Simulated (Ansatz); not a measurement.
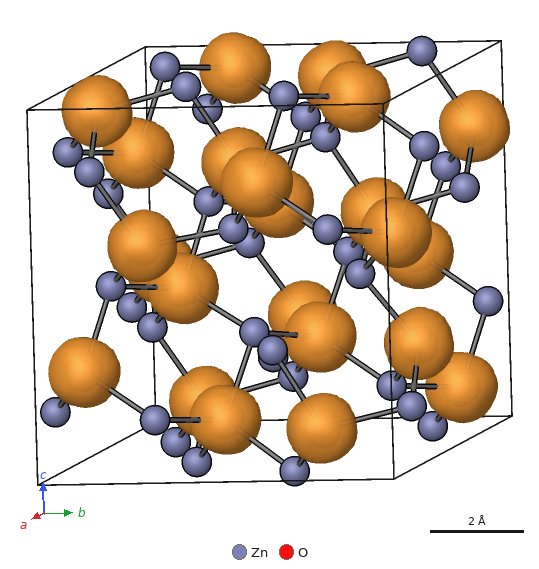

The picture shows: Zn$_{24}$O$_{23}$ (cell with a defect). Isosurface of the ELF at 0.75 (orange), seen slightly off an axis. Core shells and regions of very low density are left out. Sticks mark near contacts.

Theory: Ansatz, DFT PBE, scalar-relativistic, plane waves, PAW.

Core electrons are frozen (PAW), and the valence fields are smoothed inside the atomic spheres.

The calculation's input:

```
crystal:
  lattice:
    - [-3.2793907795, -5.6800714478, 5.2932331742]
    - [6.5587815588, -1.0e-10, 5.2932331742]
    - [-3.2793907794, 5.6800714478, 5.2932331742]
  atoms:
    - { symbol: Zn, position: [0.6668681372, 0.5002014705, 0.3335348039] }
    - { symbol: Zn, position: [0.5002014705, 0.3335348039, 0.6668681372] }
    - { symbol: Zn, position: [0.8335348039, 0.6668681372, 0.0002014705] }
    - { symbol: Zn, position: [0.5002014705, 0.8335348039, 0.1668681372] }
    - { symbol: Zn, position: [0.8335348039, 0.1668681372, 0.5002014705] }
    - { symbol: Zn, position: [0.0002014705, 0.3335348039, 0.1668681372] }
    - { symbol: Zn, position: [0.3335348039, 0.6668681372, 0.5002014705] }
    - { symbol: Zn, position: [0.6668681372, 0.0002014705, 0.8335348039] }
    - { symbol: Zn, position: [0.1668681372, 0.5002014705, 0.8335348039] }
    - { symbol: Zn, position: [0.1668681372, 0.0002014705, 0.3335348039] }
    - { symbol: Zn, position: [0.0002014705, 0.8335348039, 0.6668681372] }
    - { symbol: Zn, position: [0.3335348039, 0.1668681372, 0.0002014705] }
    - { symbol: Zn, position: [0.5002014705, 0.1668681372, 0.3335348039] }
    - { symbol: Zn, position: [0.3335348039, 0.0002014705, 0.6668681372] }
    - { symbol: Zn, position: [0.6668681372, 0.3335348039, 0.0002014705] }
    - { symbol: Zn, position: [0.3335348039, 0.5002014705, 0.1668681372] }
    - { symbol: Zn, position: [0.6668681372, 0.8335348039, 0.5002014705] }
    - { symbol: Zn, position: [0.8335348039, 0.0002014705, 0.1668681372] }
    - { symbol: Zn, position: [0.1668681372, 0.3335348039, 0.5002014705] }
    - { symbol: Zn, position: [0.5002014705, 0.6668681372, 0.8335348039] }
    - { symbol: Zn, position: [0.0002014705, 0.1668681372, 0.8335348039] }
    - { symbol: Zn, position: [0.0002014705, 0.6668681372, 0.3335348039] }
    - { symbol: Zn, position: [0.8335348039, 0.5002014705, 0.6668681372] }
    - { symbol: Zn, position: [0.1668681372, 0.8335348039, 0.0002014705] }
    - { symbol: O, position: [0.6265685295, 0.4599018628, 0.7932351961] }
    - { symbol: O, position: [0.9599018628, 0.7932351961, 0.1265685295] }
    - { symbol: O, position: [0.6265685295, 0.9599018628, 0.2932351961] }
    - { symbol: O, position: [0.9599018628, 0.2932351961, 0.6265685295] }
    - { symbol: O, position: [0.1265685295, 0.4599018628, 0.2932351961] }
    - { symbol: O, position: [0.4599018628, 0.7932351961, 0.6265685295] }
    - { symbol: O, position: [0.7932351961, 0.1265685295, 0.9599018628] }
    - { symbol: O, position: [0.2932351961, 0.6265685295, 0.9599018628] }
    - { symbol: O, position: [0.2932351961, 0.1265685295, 0.4599018628] }
    - { symbol: O, position: [0.1265685295, 0.9599018628, 0.7932351961] }
    - { symbol: O, position: [0.4599018628, 0.2932351961, 0.1265685295] }
    - { symbol: O, position: [0.6265685295, 0.2932351961, 0.4599018628] }
    - { symbol: O, position: [0.4599018628, 0.1265685295, 0.7932351961] }
    - { symbol: O, position: [0.7932351961, 0.4599018628, 0.1265685295] }
    - { symbol: O, position: [0.4599018628, 0.6265685295, 0.2932351961] }
    - { symbol: O, position: [0.7932351961, 0.9599018628, 0.6265685295] }
    - { symbol: O, position: [0.9599018628, 0.1265685295, 0.2932351961] }
    - { symbol: O, position: [0.2932351961, 0.4599018628, 0.6265685295] }
    - { symbol: O, position: [0.6265685295, 0.7932351961, 0.9599018628] }
    - { symbol: O, position: [0.1265685295, 0.2932351961, 0.9599018628] }
    - { symbol: O, position: [0.1265685295, 0.7932351961, 0.4599018628] }
    - { symbol: O, position: [0.9599018628, 0.6265685295, 0.7932351961] }
    - { symbol: O, position: [0.2932351961, 0.9599018628, 0.1265685295] }
  host:
    lattice:
      - [3.2793907794, 0.0, 0.0]
      - [-1.6396953897, 2.8400357239, 0.0]
      - [0.0, 0.0, 5.2932331742]
    atoms:
      - { symbol: Zn, position: [0.6666666667, 0.3333333333, 0.5006044116] }
      - { symbol: Zn, position: [0.3333333333, 0.6666666667, 0.0006044116] }
      - { symbol: O, position: [0.6666666667, 0.3333333333, 0.8797055884] }
      - { symbol: O, position: [0.3333333333, 0.6666666667, 0.3797055884] }
basis:
  ecutwfc: 420
  xc_grid: 2
kpoints:
  mp_grid: { grid: [2, 2, 2], shift: [0.5, 0.5, 0.5] }
hamiltonian:
  xc: pbe
scf:
  occupations: { method: gaussian, width: 0.01 }
output:
  forces: true
  stress: false
  eigenvalues: true
  charged_corrections:
    defect_position: [0.7932352, 0.62656853, 0.45990186]
    epsilon: [[10.5528, 0.0, 0.0], [0.0, 10.5528, 0.0], [0.0, 0.0, 11.5878]]
  write_density: true
  write_potential: true
  elf: true
  volumetric_format: npy
relax:
  adjacent_minimum: "off"
  f_tol: 0.025
  max_steps: 45
```

Command:

```sh
ansatz run input.yaml --threads 4 --pin off --max-ram 10240MiB --backend cpu --events-out ev --progress --plain --runs-dir out
```

The fields are those of the run's last geometry, not of the input's.

> What do the ELF domains correspond to?

The ELF exceeds this value in 23 regions wrapped around O (the valence shell of each), counted in one cell of 47 atoms. Regions shared between cells count once. Profiles from the grid: Zn–O (2.00 Å): the ELF peaks at about 0.85 in the valence shell of O, 0.6 Å from its nucleus, and is about 0.25 at the midpoint; no localised pair shows between them.

> Metal or insulator at this level of theory?

It is gapped, with a Kohn–Sham gap of 1.9 eV on the k-point mesh, an upper bound to the gap of this method.
